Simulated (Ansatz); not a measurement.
```yaml
crystal:
  lattice:
    - [3.13466, 0.00000, 0.00000]
    - [-1.56733, 2.71469, 0.00000]
    - [0.00000, 0.00000, 23.93758]
  atoms:
    - { symbol: S, position: [0.00000, 0.00000, 0.18799] }
    - { symbol: Mo, position: [0.66667, 0.33333, 0.25522] }
    - { symbol: S, position: [0.33333, 0.66667, 0.32245] }
    - { symbol: S, position: [0.66667, 0.83333, 0.47452] }
    - { symbol: Mo, position: [0.33333, 0.16667, 0.54175] }
    - { symbol: S, position: [0.00000, 0.50000, 0.60898] }
```

Computed without spin polarisation; PAW files of the earlier set (soft_1).

Computed with DFT PBE+D3(BJ), scalar-relativistic, plane waves, PAW (Ansatz).

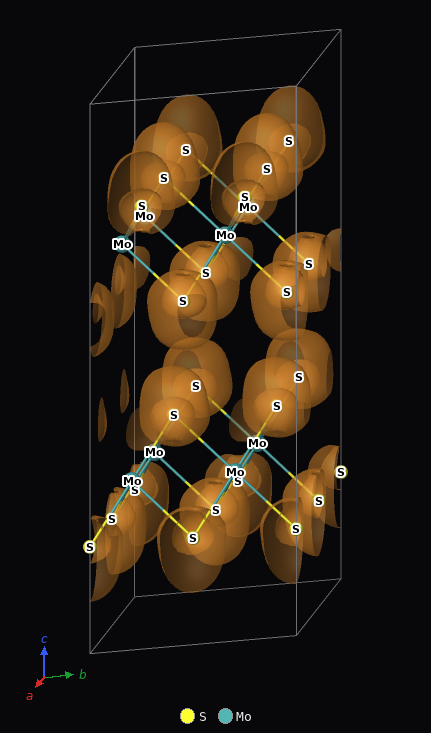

MoS$_{2}$ (slab). Isosurface of the ELF at 0.75 (orange), seen slightly off an axis. Core shells and regions of very low density are left out. Sticks mark near contacts.

Identify the bonds, lone pairs and shells in this picture.

The ELF exceeds this value in four regions wrapped around S (the valence shell of each), counted in one cell of 6 atoms. Counts are for one cell; the picture repeats the cell along the surface. Along the contacts the grid gives the following. Mo–S (2.42 Å): the ELF peaks at about 0.85 in the valence shell of S, 0.8 Å from its nucleus, and is about 0.40 at the midpoint.

Metal or insulator at this level of theory?

It is metallic or semimetallic at this level of theory: no gap opens.
